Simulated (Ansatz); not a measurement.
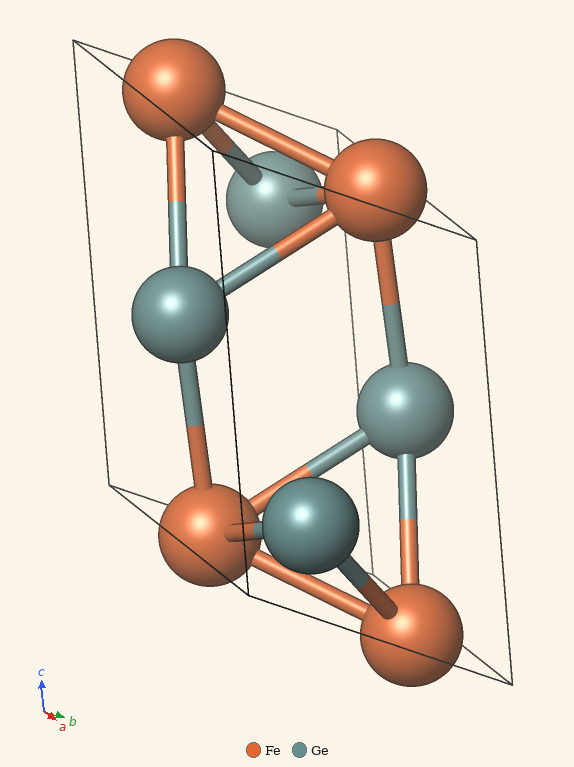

Drawn in the ball-and-stick manner and seen slightly off an axis. The box is the simulation cell; atoms on or close to its faces, edges and corners are drawn wherever they repeat.

Here is the input:
```yaml
crystal:
  lattice:
    - [-2.9555600676, 2.9555600676, 2.4706794976]
    - [2.9555600676, -2.9555600676, 2.4706794976]
    - [2.9555600676, 2.9555600676, -2.4706794976]
  atoms:
    - { symbol: Fe, position: [0.75, 0.75, 0.0], spin: 1.48 }
    - { symbol: Fe, position: [0.25, 0.25, 0.0], spin: 1.48 }
    - { symbol: Ge, position: [0.1561922679, 0.6561922679, 0.8123845358] }
    - { symbol: Ge, position: [0.3438077321, 0.1561922679, 0.5] }
    - { symbol: Ge, position: [0.6561922679, 0.8438077321, 0.5] }
    - { symbol: Ge, position: [0.8438077321, 0.3438077321, 0.1876154642] }
basis:
  ecutwfc: 420
kpoints:
  mp_grid: { grid: [10, 10, 10] }
  band_path:
    path:
      - [[0.0, 0.0, 0.0], [0.0, 0.0, 0.5], [-0.5, 0.5, 0.5], [0.0, 0.0, 0.0], [0.42470014, 0.42470014, -0.42470014]]
      - [[-0.42470014, 0.57529986, 0.42470014], [-0.5, 0.5, 0.5]]
      - [[0.0, 0.0, 0.5], [0.25, 0.25, 0.25], [0.0, 0.5, 0.0], [0.0, 0.0, 0.0]]
    npoints: 14
hamiltonian:
  xc: lda
scf:
  occupations: { method: gaussian, width: 0.1 }
  n_extra_bands: 15
output:
  forces: true
  stress: true
  eigenvalues: true
  populations: true
  dos: { projected: true, de: 0.02, nscf_kmesh: { grid: [15, 15, 15] } }
  bader: true
  write_density: true
  write_potential: true
  elf: true
  volumetric_format: npy
magnetization:
  spin_polarized: true
```
Run as:
```sh
ansatz run input.yaml --threads 2 --pin off --max-ram 5120MiB --backend cpu --events-out ev --progress --plain --runs-dir out
```

Level of theory: DFT LDA, scalar-relativistic, plane waves, PAW in Ansatz. Settings were plane-wave cutoff 420 eV, 10×10×10 k-mesh, Gaussian smearing of 0.1 eV, collinear spins. The state is ferromagnetic. The pressure of the cell is -10 GPa.

Question: How are the electrons shared out in a Bader analysis?

Answer: Fe -0.09 e; Ge +0.04 e. Little charge moves, as in a metallic or covalent solid.

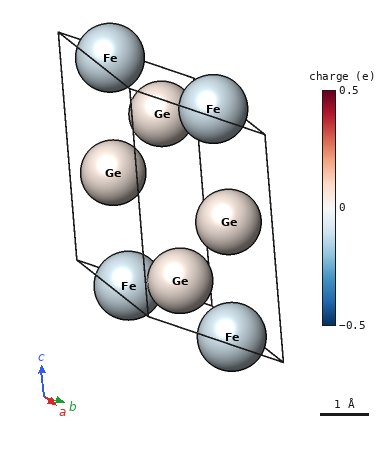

The atoms coloured by those charges.

The initial geometry was a structure listed in the Materials Project. Earlier steps of the study may have refined or changed the cell and positions. It went into a calculation with Ansatz.

At this level of theory the cell isn't at rest (stretched, at -10 GPa), so its distances can differ from those at equilibrium, the more so the softer the solid, and its magnetic state may change on relaxation.
